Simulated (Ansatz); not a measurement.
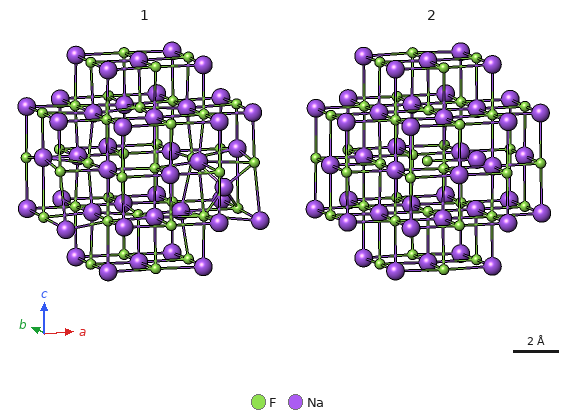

Two geometries of a defect cell of composition F₃₂Na₃₂, drawn at one scale. One is the start of a relaxation, the other its converged end. A ball-and-stick model of the atoms within 5.8 Å of the atom that moves most (axes of the cell of the calculation (origin shifted)), seen slightly off an axis.

The calculation used Ansatz, DFT, PBEsol, PAW, plane waves. Set-up: plane-wave cutoff 420 eV; k-point mesh 1 × 1 × 1; mesh shifted by (0.25, 0.25, 0.25); no spin polarisation; atoms relaxed in a fixed cell; force threshold 0.03 eV/Å; at most 80 steps.

> Which one is relaxed?

Structure 1 is the relaxed one. The largest move is that of an F atom, 2.49 Å along +a. By element the largest moves are F 2.49 Å, Na 2.06 Å. The lattice vectors keep their values. Some distances before and after: F–Na 4.629 → 2.270 Å, Na–Na 2.327 → 3.975 Å, Na–Na 3.987 → 2.354 Å, Na–Na 2.353 → 3.975 Å. New bonds form: F–Na (3.22 → 2.03 Å), F–Na (3.22 → 2.05 Å), F–Na (3.26 → 2.03 Å), F–Na (3.27 → 2.32 Å). Among the angles between lasting bonds that change: Na–F–Na 88.2° → 102.3°, F–Na–F 91.3° → 105.3°, F–Na–F 89.6° → 103.1°. The energy falls by 8.553 eV per cell of the calculation in 17 geometry steps. The largest force component goes from 3.1 to 0.006 eV/Å. The run took 2.2 min on 7 threads of Arm Neoverse-V2, peak memory 1.7 GiB.
